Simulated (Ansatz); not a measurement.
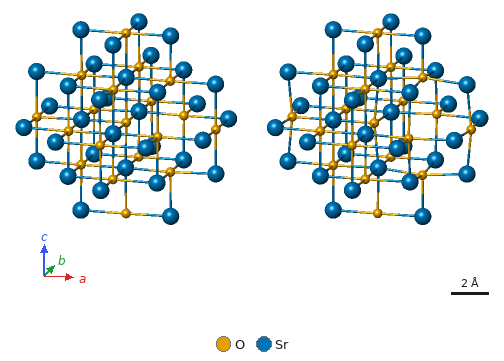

Two geometries of a defect cell of composition O32Sr31 (cell charge +1), drawn at one scale. One is the start of a relaxation, the other its converged end. Style: ball-and-stick. Shown: the atoms within 5.8 Å of the atom that moves most (axes of the cell of the calculation (origin shifted)), slightly off an axis.

The calculation used DFT, PBEsol, PAW, plane waves in Ansatz 0.2.0. Settings: plane-wave cutoff 420 eV; k-point mesh 1 × 1 × 1; mesh shifted by (0.25, 0.25, 0.25); collinear spin; atoms relaxed in a fixed cell; force threshold 0.03 eV/Å; at most 80 steps.

> Which geometry has the lower energy?

The right one is the relaxed one. The energy falls by 1.186 eV per cell of the calculation in 3 geometry steps. The largest force component goes from 1.2 to 0.018 eV/Å. The atom that moves furthest is an O atom (0.23 Å along [−3 0 −1]). By element the largest moves are O 0.23 Å, Sr 0.09 Å. The lattice vectors keep their values. Near-neighbour distances that change, for instance: O–Sr 2.569 → 2.352 Å, O–Sr 2.548 → 2.351 Å, O–Sr 2.521 → 2.353 Å, Sr–Sr 3.704 → 3.588 Å. Among the angles between lasting bonds that change: O–Sr–O 89.1° → 100.6°, O–Sr–O 89.7° → 100.6°, O–Sr–O 89.9° → 100.5°. Cost: 9.6 s on 1 × NVIDIA GB300 Max-Q with 8 threads of Arm Neoverse-V2, peak memory 1.9 GiB.

Limits of the set-up: the cell is charged, on a uniform background, and energies carry no finite-size correction.
